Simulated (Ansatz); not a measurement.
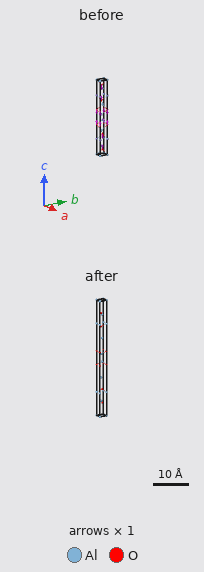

The structure of a crystal of Al3O2 (built on the tetradymite_166 type) (coarse preliminary run) before (top) and after (bottom) a relaxation, at one scale. The purple arrows give the displacements (the part carried along by the change of the cell is left out), at their true length.

Style: ball-and-stick. Shown: the conventional cell (3 times the calculation's cell), slightly off an axis. Lengths and directions refer to the drawn axes.

Case: anti-tetradymite type (R-3m, No. 166).

The calculation used Ansatz, DFT PBE, scalar-relativistic, plane waves, PAW. Set-up: plane-wave cutoff 420 eV; k-point mesh 6 × 6 × 6; occupations gaussian; smearing width 0.1 eV; no spin polarisation; cell and atoms relaxed; force threshold 0.04 eV/Å; at most 70 steps.

What changed between the two?

Over 20 accepted moves (24 points after the start) the energy falls by 2.953 eV per cell of the calculation. The largest force component goes from 1.1 to 0.0083 eV/Å. Pressure: −1.50 GPa at the start and 0.11 GPa at the end. At 4 points the geometry stayed and the basis and grid were re-selected for the new cell (energy shift of 0.176 eV per cell of the calculation at most each time). The largest moves relative to the cell, 1.40 Å, are those of O atoms. Largest moves by element: O 1.40 Å, Al 0.21 Å. The drawn cell changes as follows: a = b 3.122 → 2.898 Å (−7.2 %), c 21.705 → 33.529 Å (+54.5 %); the volume changes by +33.1 %. Near-neighbour distances that change, for instance: Al–O 2.311 → 3.998 Å, Al–O 2.188 → 1.825 Å. Among the angles between lasting bonds that change: O–Al–O 91.0° → 105.1°, Al–O–Al 91.0° → 105.1°. The space group stays R-3m (No. 166). The run took 31 s on 1 thread of Intel(R) Xeon(R) 6975P-C (Granite Rapids) (shared host), peak memory 0.38 GiB.
